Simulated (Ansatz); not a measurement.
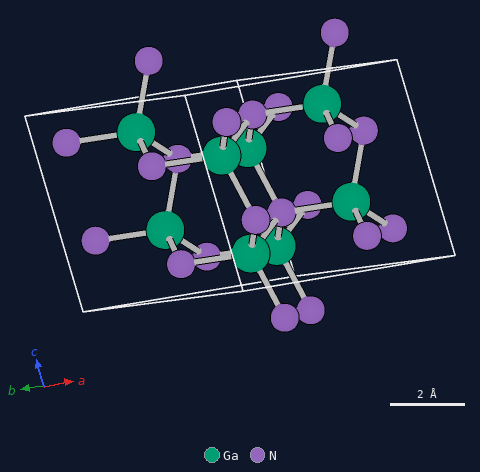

Starting frame of a dynamics run of a 16-atom cell of GaN (set up in P6_3mc). The picture is a ball-and-stick view of the reduced simulation cell, seen from a free direction. Bonds to atoms that aren't drawn are left out. Lengths and directions refer to the drawn axes.

Theory: DFT PBE, scalar-relativistic, plane waves, PAW (Ansatz).

Input
```yaml
crystal:
  lattice:
    - [-1.6109232801, -2.7902009682, -5.2339814801]
    - [-1.6109232801, -2.7902009682, 5.2339814801]
    - [-3.2218465602, 5.5804019364, 0.0]
  atoms:
    - { symbol: Ga, position: [0.3333333333, 0.3333333333, 0.1666666667] }
    - { symbol: Ga, position: [0.3333333333, 0.3333333333, 0.6666666667] }
    - { symbol: Ga, position: [0.8333333333, 0.8333333333, 0.1666666667] }
    - { symbol: Ga, position: [0.8333333333, 0.8333333333, 0.6666666667] }
    - { symbol: Ga, position: [0.9166666667, 0.4166666667, 0.8333333333] }
    - { symbol: Ga, position: [0.9166666667, 0.4166666667, 0.3333333333] }
    - { symbol: Ga, position: [0.4166666667, 0.9166666667, 0.8333333333] }
    - { symbol: Ga, position: [0.4166666667, 0.9166666667, 0.3333333333] }
    - { symbol: "N", position: [0.1458333333, 0.5208333333, 0.1666666667] }
    - { symbol: "N", position: [0.1458333333, 0.5208333333, 0.6666666667] }
    - { symbol: "N", position: [0.6458333333, 0.0208333333, 0.1666666667] }
    - { symbol: "N", position: [0.6458333333, 0.0208333333, 0.6666666667] }
    - { symbol: "N", position: [0.7291666667, 0.6041666667, 0.8333333333] }
    - { symbol: "N", position: [0.7291666667, 0.6041666667, 0.3333333333] }
    - { symbol: "N", position: [0.2291666667, 0.1041666667, 0.8333333333] }
    - { symbol: "N", position: [0.2291666667, 0.1041666667, 0.3333333333] }
basis:
  ecutwfc: 420
kpoints:
  mp_grid: { grid: [2, 2, 2], shift: [0.5, 0.5, 0.5] }
hamiltonian:
  xc: pbe
scf:
  occupations: { method: fermi_dirac, width: 0.1034 }
  lower_state_search: "off"
  convergence: { dr2_threshold: 1.0e-07 }
output:
  forces: true
  stress: true
md:
  timestep: 4.0
  n_steps: 68
  ensemble: npt_langevin
  temperature: 1200.0
  initial_velocities: maxwell_boltzmann
  seed: 8681
  friction: 0.02
  pressure: 10.0
```

Run as
```bash
ansatz run input.yaml --threads 4 --pin off --max-ram 5120MiB --backend cpu --events-out ev --progress --plain --runs-dir out
```

Predict how the run goes.

Answer. Over the second half the temperature averages 1081 K (spread ±190 K). The potential energy in the second half lies on average 122 meV per atom above the first frame. The mean pressure there is 7.1 GPa. The volume ends −0.8 % from the start. Root-mean-square distances from the starting positions over the second half, with the common drift of all atoms taken out: N 0.15 Å, Ga 0.15 Å. That is small against the typical shortest distance between atoms in the first frame, about 2.0 Å: the atoms vibrate about their sites and the arrangement holds. The conserved quantity stays between −0.91 and 3.2 meV per atom of its start. A straight-line fit has a slope that amounts to −0.31 meV per atom over 272 fs (0.2 % of the mean kinetic energy), and the ripple about it is 3.8 % of the kinetic energy's fluctuation. With a drift under 2 % and a ripple under 7 %, the integration is accurate. The time step of 4 fs is long for the fastest vibrations here (lightest element nitrogen).

Along the run (each row but the first and the last is the mean over the interval that it begins):

```csv
time (fs),potential energy (meV/atom),T (K),p (GPa)
0.0,0.0,1125,1.3
24.0,119.2,1109,3.3
48.0,160.8,1007,4.6
72.0,187.5,1012,5.4
96.0,160.3,1061,6.3
120.0,168.8,1278,6.2
144.0,135.5,1177,6.2
168.0,135.8,1065,8.1
192.0,91.4,1027,8.2
216.0,118.3,1002,8.1
240.0,123.2,1003,5.9
264.0,84.5,1305,5.3
```

The paths of the atoms, magnified 2 times:

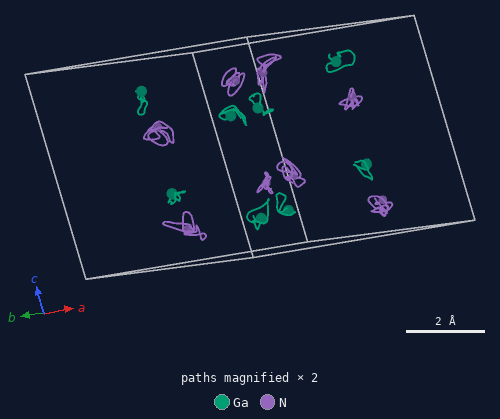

Cost: 4.7 min on 4 threads of Arm Neoverse N1, on a shared host, peak memory 0.71 GiB.
